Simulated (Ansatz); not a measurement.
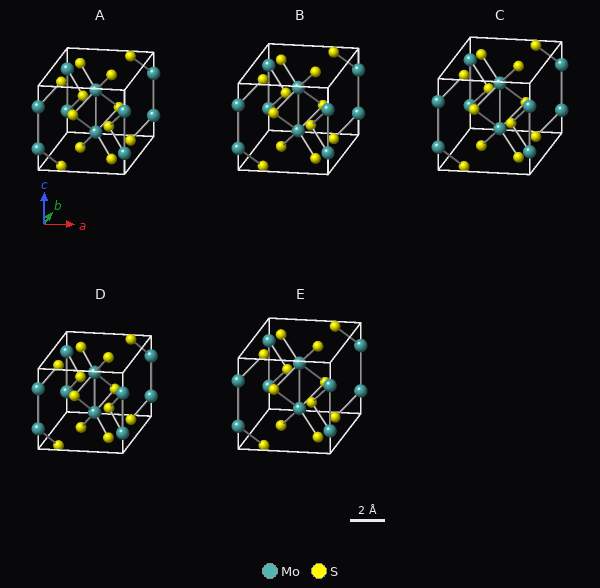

5 geometries from one relaxation of crystalline MoS2 (built on the SiS2-72 type type), in shuffled order. Style: ball-and-stick. Shown: the conventional cell (2 times the calculation's cell), slightly off an axis. Lengths and directions refer to the drawn axes.

The calculation used Ansatz 0.2.0, DFT, PBEsol, plane waves, PAW. Set-up: plane-wave cutoff 420 eV; k-point mesh 6 × 6 × 6; occupations fermi dirac; smearing width 0.03 eV; no spin polarisation; cell and atoms relaxed; force threshold 0.01 eV/Å; at most 120 steps.

Q: Put them in the order of the run, from the start to the converged end.

A: D, A, B, E, C. They are steps 0, 1, 2, 4, 13, at +2373 meV per atom, +413 meV per atom, +82.2 meV per atom, +5.4 meV per atom relative to the last. The energy falls by 2373 meV per atom in 11 accepted moves (13 points after the start). The largest force component goes from 13 to 0.00074 eV/Å. Pressure: 94.88 GPa at the start and −0.01 GPa at the end. At 2 points the geometry stayed and the basis and grid were re-selected for the new cell (energy shift of 3.6 meV per atom at most each time). The largest moves relative to the cell, 0.23 Å, are those of S atoms. Mo stays in place. The volume changes by +38.0 %, with a 5.169 → 5.596 Å (+8.3 %), b 8.830 → 9.909 Å (+12.2 %), c 4.989 → 5.667 Å (+13.6 %). Among the contacts that change: S–S 2.912 → 3.527 Å, Mo–S 1.917 → 2.262 Å, Mo–Mo 2.494 → 2.834 Å. Bond angles that change, for instance: S–Mo–S 114.2° → 106.1°, S–Mo–S 115.9° → 120.5°, Mo–S–Mo 81.2° → 77.6°. The space group stays Ibam (No. 72). Cost: 41 s on 2 threads of AMD EPYC 7R13 Processor (Zen 3), on a shared host, peak memory 0.7 GiB.
